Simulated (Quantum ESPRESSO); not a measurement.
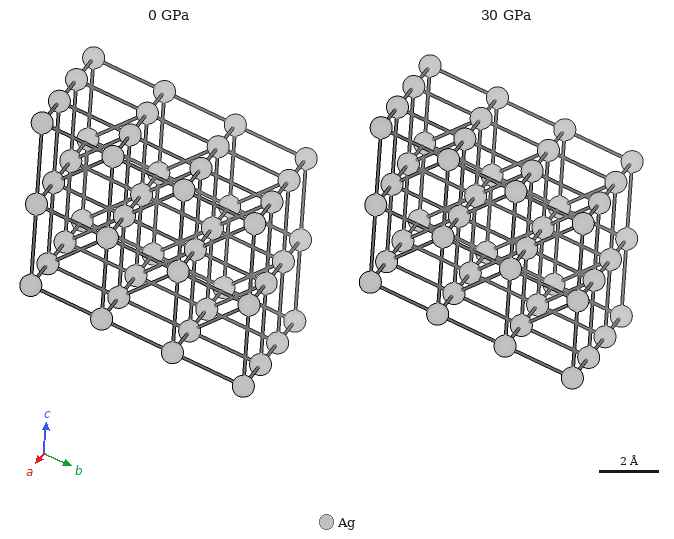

Solid Ag (set up in Im-3m), relaxed (cell and atoms) at several target pressures. The picture shows the first and the last member. Style: ball-and-stick. Shown: the cell of the calculation, repeated 3 × 3 × 2 with one cell outlined, slightly off an axis.

Computed with Quantum ESPRESSO 7.5: PBEsol, GBRV 1.5 PBEsol. Set-up: plane-wave cutoff 870.8 eV; k-point mesh 11 × 11 × 11; occupations fermi-dirac; smearing width 0.05 eV; no spin polarisation.

```
pressure (GPa)  volume (Å³/atom)  a (Å)
             0            16.551  2.781
             2                 ?      ?
             5            15.977  2.748
            10            15.509  2.721
            20            14.779  2.678
            30            14.218  2.643
```

Q: Estimate the missing row from the others, and compare with the calculation.

A: Murnaghan's form V = V₀(1 + B′P/B₀)^(−1/B′), with V₀ = 16.551 Å³ from the row at zero pressure, fits the other rows with B₀ = 129 GPa and B′ = 5.25 (largest miss 0.003 Å³). At 2 GPa it gives 16.551 × (1 + 5.25 × 2/129)^(−1/5.25) = 16.306 Å³ per atom. The calculation gives 16.305 Å³/atom (a = 2.767 Å). The estimate is 0.001 Å³/atom too high. From the first member to the last: Ag–Ag 2.781 → 2.643 Å.

The whole series:

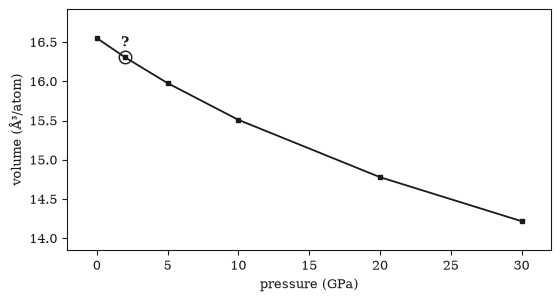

Each member starts from this one structure; whether another phase lies lower wasn't checked.
